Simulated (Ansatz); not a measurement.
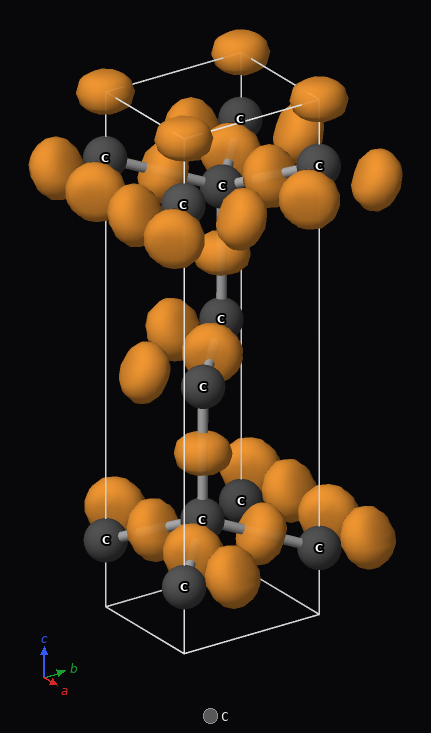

*C. Isosurface of the electron localisation function at 0.85 (orange), seen slightly off an axis. Only the valence region is drawn (cores and ρ < 0.01 e/Å³ removed). Sticks mark near contacts.*

Space group C2/m; changed on purpose from its base cell (atoms moved at random by about 0.05 A); not relaxed (largest force 1.7 eV/Å); computed pressure about 3 GPa in this cell.

Level of theory: Kohn-Sham DFT of a periodic cell, PBE, Ansatz PAW (Ansatz).

Core electrons are frozen (PAW), and the valence fields are smoothed inside the atomic spheres.

```
C
1.0
     1.78337    0.00000   -1.78337
    -1.78337    1.78337    0.00000
     3.56674    3.56674    3.56674
C
6
Direct
  0.00000 0.00000 0.12925
  0.66667 0.33333 0.46258
  0.33333 0.66667 0.79591
  0.66394 0.32995 0.20474
  0.33061 0.66329 0.53807
  0.99728 0.99662 0.87141
```

### Describe the localisation domains.

At this value the surface marks out twelve regions between bonded C–C atoms (shared pairs), counted in one cell of 6 atoms. Any copies at cell faces, edges or corners count once. Profiles from the grid: C–C (1.52 Å): the ELF peaks at about 0.95 between the atoms; a covalent bond. C–C (1.59 Å): the ELF peaks at about 0.95 between the atoms; a shared electron pair.

### Does the calculation make it a metal, or give it a gap?

It is gapped, with a Kohn–Sham gap of 3.2 eV on the k-point mesh (the band edges may lie off the mesh, which would make the gap smaller).
